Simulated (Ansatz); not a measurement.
Single-point calculation, with input and output: HfSi₂ (part 1 of 2)

- system: HfSi₂ (slab, 24 atoms in the cell)
- method: DFT PBE, scalar-relativistic, plane waves, PAW, no spin polarisation (Ansatz 0.2.0)

The structure derives from a Materials Project entry. It belongs to a series of runs on one base structure; here: (0 0 1) slab cut from the bulk. Figures and captions count atoms from 1; the log counts them from 0 in places.

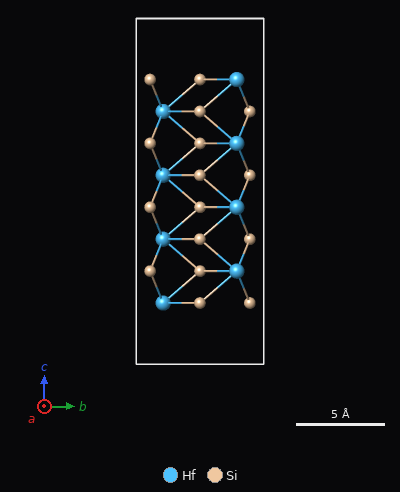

Figure 1. The structure as given in the input (ball-and-stick view of the cell of the calculation, with the vacuum cut short, along the a axis).

### The input
```yaml
crystal:
  lattice:
    - [3.6821236449, 0.0, 0.0]
    - [-1.8410618225, 7.2974624633, 0.0]
    - [0.0, 0.0, 27.8071161769]
  atoms:
    - { symbol: Hf, position: [0.1054784004, 0.2109568008, 0.2697151316] }
    - { symbol: Si, position: [0.7496862515, 0.499372503, 0.2697151316] }
    - { symbol: Si, position: [0.4457603518, 0.8915207035, 0.2697151316] }
    - { symbol: Hf, position: [0.8945215996, 0.7890431992, 0.3355108083] }
    - { symbol: Si, position: [0.2503137485, 0.500627497, 0.3355108083] }
    - { symbol: Si, position: [0.5542396482, 0.1084792965, 0.3355108083] }
    - { symbol: Hf, position: [0.1054784004, 0.2109568008, 0.401306485] }
    - { symbol: Si, position: [0.7496862515, 0.499372503, 0.401306485] }
    - { symbol: Si, position: [0.4457603518, 0.8915207035, 0.401306485] }
    - { symbol: Hf, position: [0.8945215996, 0.7890431992, 0.4671021617] }
    - { symbol: Si, position: [0.2503137485, 0.500627497, 0.4671021617] }
    - { symbol: Si, position: [0.5542396482, 0.1084792965, 0.4671021617] }
    - { symbol: Hf, position: [0.1054784004, 0.2109568008, 0.5328978383] }
    - { symbol: Si, position: [0.7496862515, 0.499372503, 0.5328978383] }
    - { symbol: Si, position: [0.4457603518, 0.8915207035, 0.5328978383] }
    - { symbol: Hf, position: [0.8945215996, 0.7890431992, 0.598693515] }
    - { symbol: Si, position: [0.2503137485, 0.500627497, 0.598693515] }
    - { symbol: Si, position: [0.5542396482, 0.1084792965, 0.598693515] }
    - { symbol: Hf, position: [0.1054784004, 0.2109568008, 0.6644891917] }
    - { symbol: Si, position: [0.7496862515, 0.499372503, 0.6644891917] }
    - { symbol: Si, position: [0.4457603518, 0.8915207035, 0.6644891917] }
    - { symbol: Hf, position: [0.8945215996, 0.7890431992, 0.7302848684] }
    - { symbol: Si, position: [0.2503137485, 0.500627497, 0.7302848684] }
    - { symbol: Si, position: [0.5542396482, 0.1084792965, 0.7302848684] }
basis:
  ecutwfc: 420
kpoints:
  mp_grid: { grid: [10, 5, 1] }
hamiltonian:
  xc: pbe
scf:
  occupations: { method: gaussian, width: 0.1 }
output:
  forces: true
  stress: true
  eigenvalues: true
  write_density: true
  write_potential: true
  elf: true
  volumetric_format: npy
efield:
  axis: 3
  dipole_correction: true
  ramp_width: 0.04
```

Launch command:
```bash
ansatz run input.yaml --threads 4 --pin off --max-ram 8192MiB --backend cpu --events-out ev --progress --plain --runs-dir out
```

### Output
```
Warning: crystal.symmetry: narrowed to the stabiliser of the k-point mesh — unitary ops 2 → 1; excluded 1 operation that carries a point of the 10×5×1 mesh (shift [0, 0, 0]) off the mesh (the run samples exactly the mesh kpoints.mp_grid names, as under crystal.symmetry.detect: false, and its converged state has the mesh's symmetry, not the crystal's; ε∞, the Born charges and the force constants of a linear response (`dielectric:` by the response, `phonons.method: dfpt`) are averaged over those of the crystal's operations that the state keeps within a tolerance, where `mesh_tensors`, `unaveraged_element` or `gamma_mean_max_change_ev_ang2` stands beside them; a row that `dielectric.field_direction` solves alone is averaged likewise, with nothing beside; a Γ-centred mesh of equal divisions is mapped onto itself by every operation and keeps the whole group, as does a half-shifted one under kpoints.further_shifts: images)
Engine: ansatz 0.2.0, aarch64-unknown-linux-gnu
Pseudopotentials: kind: paw
Pseudopotential: Hf, paw, valence charge 26, recommended cutoff 420 eV (normal), Hf.paw.azcp
Pseudopotential: Si, paw, valence charge 4, recommended cutoff 420 eV (normal), Si.paw.azcp
Functional definition: PBE
  parameter kappa = 0.804
  parameter beta = 0.06672455060314922
  exchange = pbe_x(kappa = kappa, mu = beta*pi^2/3)
  correlation = pbe_c(beta = beta)
Crystal: 24 atoms, lattice volume = 747.182 Å³
Basis set: ecut = 420 eV, 14615 PW (Γ), exchange–correlation on 50×108×384 points (8 copies of the dense FFT grid, shifted against one another)
Bands: 164, of which v1, the nominal top of the filled ones, is band 136 counted from 1 (135 counted from 0)
Symmetry: 1 space group operations
k-points: 26 of 50 (time reversal used)
Non-local potential: Hf, projectors of the file, l = 0: 3, l = 1: 2, l = 2: 2, l = 3: 3
Non-local potential: Si, projectors of the file, l = 0: 2, l = 1: 2, l = 2: 2
PAW form: soft (Blöchl's): semilocal exchange-correlation on the pseudo side does not see the compensation charge
PAW one-centre angular grid: Hf, 590 points (default); XC on 64 Gauss nodes
PAW one-centre angular grid: Si, 110 points (default); XC on 64 Gauss nodes
Initial density: superposition of atomic densities (neutral atoms: chi_scale 0, normalization atom), corrected by the library's trained network
Initial wavefunctions: pseudopotential atomic-orbital guess
Functional: x = pbe(κ = 0.804, μ = 0.2195149727645171), c = pbe(β = 0.06672455060314922)
SCF iter   1: F=—  HF=-135951.975054 eV  |F-HF|=—  |Δ(HF+E_count)|=         —  Δρ=2.83e-3  dr2=5.26e-1  ethr=1.77e-3  p=-0.000 e·Å  D=-1.45e-14 V/Å  ΔV_dip=0.00 eV  dr2_dipole=1.62e-8  V_vac-E_F(+/−)=4.27/4.27 eV  ⟨swp⟩=7.7  Hψ=17828  notcnv=0  defer=55
efield: sawtooth ramp at fractional position 0.9800 (placed from the atoms, in the widest stretch of the axis that holds none; the zero of the levels goes with the place), width 0.0400; the density the first Hamiltonian is built on has a dipole p = -0.000 e·Å; the dipole correction subtracts the counter field D = -1.45e-14 V/Å, which shifts the + side's vacuum level by +0.00 eV against the − side's; the planar-averaged density in the ramp window peaks in size at 1.9e-5 e/Å³
preconditioner: auto → LDOS  [metal: Δε(μ)=0.031 eV  Ē_g=10.674 eV  σ=0.100 eV  W_gap=0.17  n_scr=164 (ndim 8)  ℏωp=19.6 eV  f_vac=0.414  D(μ)=5.84/eV (n_scr^D=24)  β→1.0]
SCF iter   2: F=—  HF=-135951.971038 eV  |F-HF|=—  |Δ(HF+E_count)|=   4.02e-3  Δρ=1.76e-3  dr2=2.85e-1  ethr=1.93e-4  p=0.000 e·Å  D=1.16e-5 V/Å  ΔV_dip=-0.00 eV  dr2_dipole=3.19e-7  V_vac-E_F(+/−)=4.33/4.33 eV  ⟨swp⟩=2.5  Hψ=7933  notcnv=0  defer=520
SCF iter   3: F=—  HF=-135951.943819 eV  |F-HF|=—  |Δ(HF+E_count)|=   2.72e-2  Δρ=3.81e-4  dr2=3.83e-3  ethr=1.05e-4  p=0.000 e·Å  D=2.65e-7 V/Å  ΔV_dip=-0.00 eV  dr2_dipole=3.41e-9  V_vac-E_F(+/−)=4.28/4.28 eV  ⟨swp⟩=2.0  Hψ=4994  notcnv=0  defer=520
SCF iter   4: F=—  HF=-135951.944522 eV  |F-HF|=—  |Δ(HF+E_count)|=   7.03e-4  Δρ=1.97e-4  dr2=7.33e-4  ethr=1.41e-6  p=-0.000 e·Å  D=-2.68e-8 V/Å  ΔV_dip=0.00 eV  dr2_dipole=3.46e-11  V_vac-E_F(+/−)=4.27/4.27 eV  ⟨swp⟩=2.4  Hψ=7333  notcnv=0  defer=520
SCF iter   5: F=—  HF=-135951.944441 eV  |F-HF|=—  |Δ(HF+E_count)|=   8.05e-5  Δρ=5.14e-5  dr2=3.96e-5  ethr=2.70e-7  p=0.000 e·Å  D=1.19e-7 V/Å  ΔV_dip=-0.00 eV  dr2_dipole=1.79e-11  V_vac-E_F(+/−)=4.27/4.27 eV  ⟨swp⟩=2.3  Hψ=7156  notcnv=0  defer=520
SCF iter   6: F=—  HF=-135951.944399 eV  |F-HF|=—  |Δ(HF+E_count)|=   4.26e-5  Δρ=1.80e-5  dr2=5.28e-6  ethr=1.46e-8  p=-0.000 e·Å  D=-3.19e-9 V/Å  ΔV_dip=0.00 eV  dr2_dipole=4.32e-12  V_vac-E_F(+/−)=4.27/4.27 eV  ⟨swp⟩=2.8  Hψ=9147  notcnv=0  defer=140
SCF iter   7: F=—  HF=-135951.944399 eV  |F-HF|=—  |Δ(HF+E_count)|=   1.61e-7  Δρ=5.92e-6  dr2=5.23e-7  ethr=1.94e-9  p=0.000 e·Å  D=5.50e-9 V/Å  ΔV_dip=-0.00 eV  dr2_dipole=1.20e-12  V_vac-E_F(+/−)=4.27/4.27 eV  ⟨swp⟩=2.3  Hψ=7717  notcnv=0  defer=140
SCF iter   8: F=-135951.944399 eV  HF=-135951.944399 eV  |F-HF|=3.02e-8  |Δ(HF+E_count)|=   2.19e-7  Δρ=2.49e-6  dr2=6.07e-8  ethr=3.68e-11  p=-0.000 e·Å  D=-2.96e-9 V/Å  ΔV_dip=0.00 eV  dr2_dipole=1.92e-13  V_vac-E_F(+/−)=4.27/4.27 eV  ⟨swp⟩=22.7  Hψ=42971  notcnv=0
SCF 1 converged in 8 iterations: F = -135951.944399 eV  dr2 = 6.07e-8
  greatest PAW one-centre occupation: 0.998 electrons in one spin orbital (limit 2), on the Hf atom at site 21 (counted from 0), in its partial waves of l = 3
```

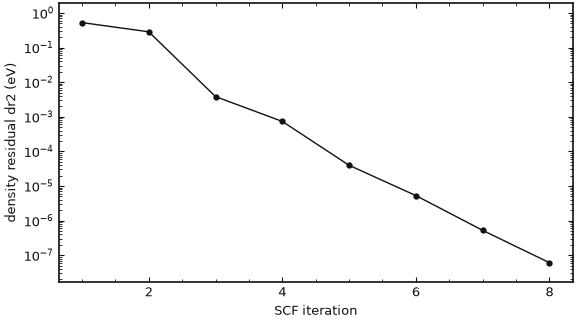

Figure 2. Convergence of the self-consistent field: density residual dr2 against the SCF iteration. The residual falls at every step.

```
WARN: The output density's exchange-correlation potential varies sharply where the density is thin. Do not read a vacuum level from v_tot or v_xc, or from such a field of the output density. On a cell that repeats whose density bears no net charge and no dipole along the vacuum's axis use v_es (v_loc + v_h of the components); under efield.dipole_correction with no amplitude use v_es + v_field, which holds any external_charges[].barrier, or the levels of the report's work_function block, which leave it out; under a non-zero efield.amplitude the vacuum is tilted and has no level; on a cell that repeats and bears such a dipole with no correction it is tilted too, and efield.dipole_correction with no amplitude gives each side of its ramp a level where efield: is served; in a cell that repeats whose density bears a net charge (total_charge, or a fill off its count) it is curved and has none; of a slab under crystal.periodic whose density bears no net charge use v_es, which has a level on each side, short of where the two are joined; of another it falls or rises all the way out and has none; of a slab beside external_charges read slab_vacuum_level instead, which it has where they leave it neutral. The grid or the basis barely resolves most such structure, and the values can differ between equally converged runs; as a rule a tighter scf.convergence.dr2_threshold does not remove it. Where the density itself ripples (under the LDA too) a higher basis.ecutwfc lessens it. The files hold the spikes' plane waves up to the density's cutoff. Files: v_tot_of_output_density and the like, and their columns of v_z.tsv (output.write_potential); v_xc_of_output_density and the like, and their columns of v_comp_z.tsv (output.write_potential_components). Measured: with its Gaussian average of σ = 0.25 Å subtracted twice, the exchange-correlation potential is over 0.1 eV at 233 of the grid points where the equally averaged density (valence and model cores) is under 1e-3 e/Å³, and 0.384 eV at the most among them, at an averaged density of 6.5e-8 e/Å³. The input density's (outcome.potential() and, of a run that writes arrays, v_tot and v_xc) is over 0.1 eV, so measured, at 65 points of its own thin density, 0.131 eV at the most. See output.write_potential in the manual, Limitations
SCF converged after 8 iterations
Free energy (F): -135951.944399 eV
Harris-Foulkes:  -135951.944399 eV  (|F-HF|=3.02e-8)
Internal energy: -135951.912280 eV  (E = F + TS)
E sigma→0 (E₀):  -135951.928339 eV
Entropy (-TS):   -0.032119 eV (-1.338 meV/atom)
Fermi energy:    5.963902 eV
Dipole field:    D = -0.000000 V/Å  (p = -0.000001 e·Å, saw-weighted, corrected)
Work function:   Φ+ = 4.2740 eV   Φ− = 4.2740 eV
Levels:          The Fermi level and band energies are counted from a zero that moves with the ramp; work functions are not
--- Per-component energies (eV) ---
  E_band       = -2581.518158
  E_kinetic    = 4039.404087
  E_local      = -314438.547290  (includes V_loc(G=0)·N_el)
  E_nonlocal   = -9547.255389
  E_hartree    = 154444.797630
  E_xc         = -3289.531866
  E_vxc        = -2887.194147  (∫ρ·V_xc dr)
  E_paw        = -63615.335823  (= ΣΔE_a)
  E_vpaw       = 11362.477077  (= ΣTr[D̂ρ^β])
  E_aug_tail   = 0.000094  (compensation charges beyond the density's cutoff)
  E_efield     = 0.000000  (sawtooth field / dipole correction)
  E_vefield    = 0.000000  (∫n·V_field dr)
  E_ewald      = 96454.556278
  E_smearing   = -0.032119  (= −TS)
  E_closure    = 0.000000  (closes the sum)
  Σ components = -135951.944399   (vs F -135951.944399, Δ=0.00e0)
--- Forces (eV/Å), atoms counted from 1 ---
  atom   1  Hf    -0.00058570    -0.77994636     0.99309105
  atom   2  Si    -0.00155922    -0.12466770     0.40119234
  atom   3  Si    -0.00108015     1.12128962    -0.85530113
  atom   4  Hf     0.00300228     0.34108593     0.20681979
  atom   5  Si    -0.00266243    -0.29475249    -0.70328713
  atom   6  Si     0.00086820    -0.08258080    -0.52164756
  atom   7  Hf    -0.00406185    -0.25257242     0.26574576
  atom   8  Si     0.00396632    -0.02736422     0.00454967
  atom   9  Si    -0.00332003     0.08770677    -0.01009582
  atom  10  Hf     0.00458639     0.20624908     0.08184058
  atom  11  Si     0.00161623    -0.05223748    -0.08846581
  atom  12  Si     0.00027243    -0.04050886    -0.04430811
  atom  13  Hf    -0.00458636    -0.20624878    -0.08184046
  atom  14  Si    -0.00161625     0.05223711     0.08846592
  atom  15  Si    -0.00027234     0.04050923     0.04430820
  atom  16  Hf     0.00406185     0.25257266    -0.26574591
  atom  17  Si    -0.00396632     0.02736381    -0.00454972
  atom  18  Si     0.00332000    -0.08770646     0.01009574
  atom  19  Hf    -0.00300230    -0.34108590    -0.20681988
  atom  20  Si     0.00266252     0.29475231     0.70328717
  atom  21  Si    -0.00086823     0.08258098     0.52164791
  atom  22  Hf     0.00058556     0.77994647    -0.99309132
  atom  23  Si     0.00155910     0.12466777    -0.40119229
  atom  24  Si     0.00108016    -1.12128950     0.85530085
  max |Σ_I F_I| component: 7.61e-7 eV/Å
--- Stress (GPa, compression-positive) ---
       -2.068923      -0.011600       0.007964
       -0.011600      -2.431512      -0.342287
        0.007964      -0.342287       0.230515
  P = ⅓ Tr σ = -1.4233 GPa (-14.233 kbar)
--- Band table (eV; the first three rows and the last of 26) ---
```
